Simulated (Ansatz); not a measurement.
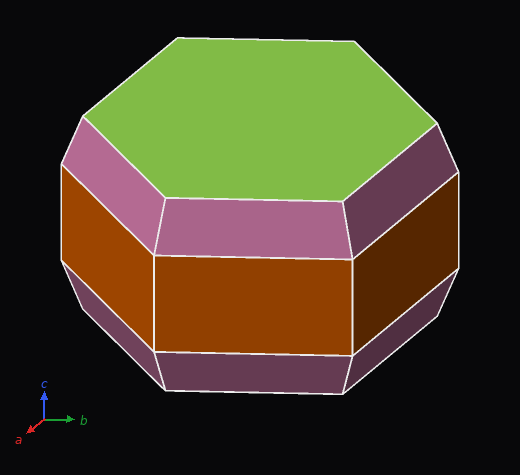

BFDH (Bravais–Friedel–Donnay–Harker) growth shape, computed from the cell and space group alone: each face lies at a distance from the centre proportional to 1/d(hkl), with d taken for the first order that the space group does not extinguish. It ignores bonding, solvent and kinetics. Faces of one form share a colour. Cell of BN: space group P6_3/mmc (No. 194), a = 2.506 Å, b = 2.506 Å, c = 6.614 Å, α = 90.00°, β = 90.00°, γ = 120.00°. Origin: the end point of a relaxation with Ansatz, DFT PBE+D3(BJ), scalar-relativistic, plane waves, PAW. Forms under 0.4 % of the area are left out.

Question: Index the forms that can be seen.

Answer: green: {002} (d = 3.31 Å, 38 % of the area); orange: {100} (d = 2.17 Å, 31 % of the area); pink: {101} (d = 2.06 Å, 31 % of the area).
